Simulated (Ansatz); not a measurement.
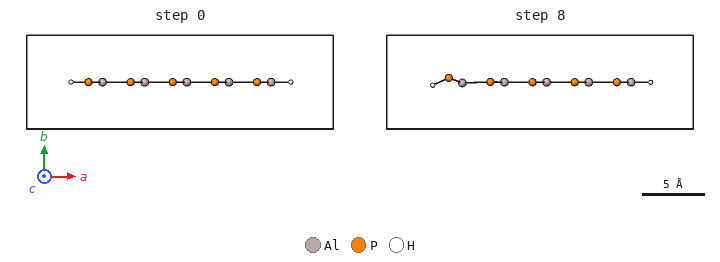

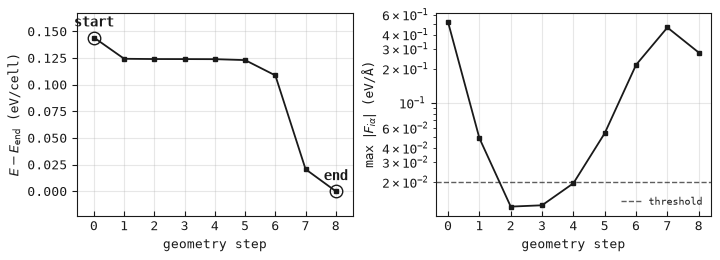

First and last geometry of a relaxation of a wire of composition Al5P5H2, with the history of the run. A ball-and-stick model of the 2 repeat of the cell, with the vacuum cut short, seen along the c axis.

Case: zigzag ribbon, 5 formula units a period, edges capped with H, edge spins opposed.

Level of theory: Ansatz, DFT PBE, scalar-relativistic, plane waves, PAW. Set-up: plane-wave cutoff 420 eV; k-point mesh 1 × 1 × 14; occupations gaussian; smearing width 0.05 eV; collinear spin; cell relaxed at fixed a, b, alpha, beta, gamma; force threshold 0.02 eV/Å; at most 45 steps.

Read the history and describe the run.

The run was cut off at its time limit before the relaxation converged, so the last structure is only a point on the way. The energy falls by 0.144 eV per cell of the calculation in 8 geometry steps. The largest force component goes from 0.52 to 0.28 eV/Å. A P atom moves most relative to the centre of the atoms: 0.35 Å. Largest moves by element: P 0.35 Å, H 0.28 Å, Al 0.07 Å. Along the periodic axis the drawn cell goes c 7.879 → 7.866 Å (−0.2 %). Some distances before and after: H–P 1.420 → 1.432 Å, Al–P 2.274 → 2.286 Å, Al–H 1.600 → 1.589 Å. Among the angles between lasting bonds that change: Al–P–H 120.0° → 111.0°. The program noted that the starting moments weren't kept.

```
step  E − E(0), meV/atom  largest force component, eV/Å
   0                0.00                         0.5157
   1               -1.66                         0.0488
   2               -1.68                         0.0121
   3               -1.69                         0.0125
   4               -1.69                         0.0195
   5               -1.76                         0.0540
   6               -2.96                         0.2165
   7              -10.30                         0.4628
   8              -12.02                         0.2782
```
